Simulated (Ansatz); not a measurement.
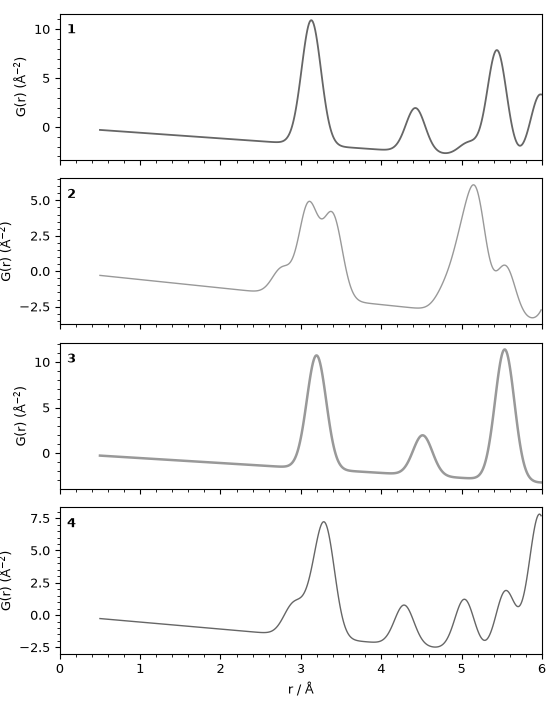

Each curve is a calculated neutron PDF: distances of the static structure, each pair weighted by the product of the tabulated coherent neutron scattering lengths (natural isotope mix where the element has one), broadened by Gaussians with σ = 0.12 Å.

Candidate polymorphs:

A. 
```cif
data_structure
_symmetry_space_group_name_H-M 'Pm-3n'
_symmetry_Int_Tables_number 223
_cell_length_a 5.5468
_cell_length_b 5.5468
_cell_length_c 5.5468
_cell_angle_alpha 90.000
_cell_angle_beta 90.000
_cell_angle_gamma 90.000
_cell_volume 170.66
loop_
_atom_site_label
_atom_site_type_symbol
_atom_site_symmetry_multiplicity
_atom_site_Wyckoff_symbol
_atom_site_fract_x
_atom_site_fract_y
_atom_site_fract_z
_atom_site_occupancy
Zr1 Zr 2 a 0.00000 0.00000 0.00000 1
Zr2 Zr 6 c 0.25000 0.00000 0.50000 1
```

B. 
```cif
data_structure
_symmetry_space_group_name_H-M 'Fm-3m'
_symmetry_Int_Tables_number 225
_cell_length_a 4.5219
_cell_length_b 4.5219
_cell_length_c 4.5219
_cell_angle_alpha 90.000
_cell_angle_beta 90.000
_cell_angle_gamma 90.000
_cell_volume 92.46
loop_
_atom_site_label
_atom_site_type_symbol
_atom_site_symmetry_multiplicity
_atom_site_Wyckoff_symbol
_atom_site_fract_x
_atom_site_fract_y
_atom_site_fract_z
_atom_site_occupancy
Zr1 Zr 4 a 0.00000 0.00000 0.00000 1
```

C. 
```cif
data_structure
_symmetry_space_group_name_H-M 'P6/mmm'
_symmetry_Int_Tables_number 191
_cell_length_a 5.0426
_cell_length_b 5.0426
_cell_length_c 3.1532
_cell_angle_alpha 90.000
_cell_angle_beta 90.000
_cell_angle_gamma 120.000
_cell_volume 69.44
loop_
_atom_site_label
_atom_site_type_symbol
_atom_site_symmetry_multiplicity
_atom_site_Wyckoff_symbol
_atom_site_fract_x
_atom_site_fract_y
_atom_site_fract_z
_atom_site_occupancy
Zr1 Zr 1 a 0.00000 0.00000 0.00000 1
Zr2 Zr 2 d 0.33333 0.66667 0.50000 1
```

D. 
```yaml
crystal:
  lattice:
    - [3.14397, 0.00000, 0.00000]
    - [-1.57198, 2.72275, 0.00000]
    - [0.00000, 0.00000, 5.08946]
  atoms:
    - { symbol: Zr, position: [0.33333, 0.66667, 0.25000] }
    - { symbol: Zr, position: [0.66667, 0.33333, 0.75000] }
```

Origins: A, the input geometry of an electronic-structure calculation (not necessarily at equilibrium); the starting structure was generated, so it need not be a known form of this composition; B, the input geometry of an electronic-structure calculation (not necessarily at equilibrium); the starting structure was generated, so it need not be a known form of this composition; C, the end point of a relaxation with DFT, r2SCAN, plane waves (500 eV) with PAW, scalar-relativistic (Ansatz); the starting structure was generated, so it need not be a known form of this composition; D, the input geometry of an electronic-structure calculation (not necessarily at equilibrium).

Which PDF belongs to which candidate?

curve 1 is D (Zr, first clear peaks at 3.13 Å (Zr–Zr) and 4.43 Å (Zr–Zr)); curve 2 is A (Zr, first clear peaks at 3.11 Å (Zr–Zr) and 3.38 Å (Zr–Zr)); curve 3 is B (Zr, first clear peaks at 3.20 Å (Zr–Zr) and 4.52 Å (Zr–Zr)); curve 4 is C (Zr, first clear peaks at 3.29 Å (Zr–Zr) and 4.29 Å (Zr–Zr)).
